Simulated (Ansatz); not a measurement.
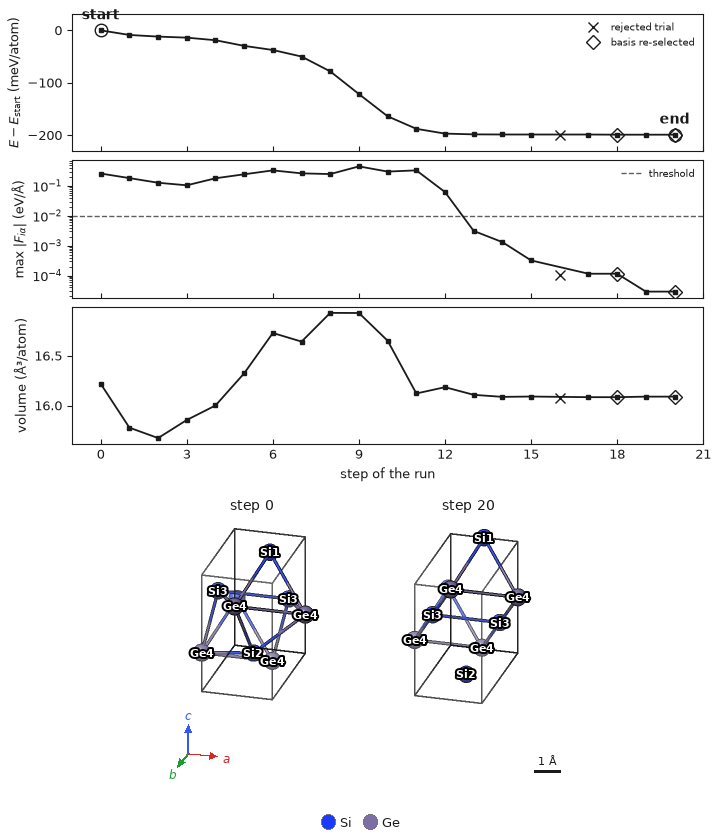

First and last geometry of a relaxation of crystalline Si₃Ge (a generated structure, set up in Pmm2), with the history of the run. Style: ball-and-stick. Shown: the cell of the calculation, from a free direction.

All numbers below come from DFT PBE, scalar-relativistic, plane waves, PAW in Ansatz 0.2.0. (plane-wave cutoff 420 eV; k-point mesh 16 × 10 × 10; occupations gaussian; smearing width 0.1 eV; no spin polarisation; cell and atoms relaxed; force threshold 0.01 eV/Å; at most 80 steps)

### Read the history and describe the run.

It converged. Over 17 accepted moves (20 points after the start) the energy falls by 199 meV per atom. Largest force component: 0.26 eV/Å at the start, under 0.0001 eV/Å at the end. Pressure: −1.80 GPa at the start and 0.00 GPa at the end. The line search rejected the trial step at point 16 of the run. At 2 points the geometry stayed and the basis and grid were re-selected for the new cell (energy shift of 0.3 meV per atom at most each time). The largest moves relative to the cell, 0.79 Å, are those of Si1, Si2, Si3 and Ge4. Si1 goes along +c. By element the largest moves are Si 0.79 Å, Ge 0.79 Å. The volume changes by −0.8 %, with a 2.848 → 2.709 Å (−4.9 %), b 4.619 → 5.034 Å (+9.0 %), c 4.932 → 4.720 Å (−4.3 %). Near-neighbour distances that change, for instance: Si1–Si3 2.835 → 3.706 Å, Si2–Ge4 2.835 → 3.706 Å, Si3–Ge4 2.835 → 2.517 Å, Si1–Si2 2.835 → 2.517 Å. Among the angles between lasting bonds that change: Ge4–Si3–Ge4 109.1° → 180.0°. The space group (tolerance 0.01 Å) goes from Pmm2 (No. 25) to Pmmm (No. 47).
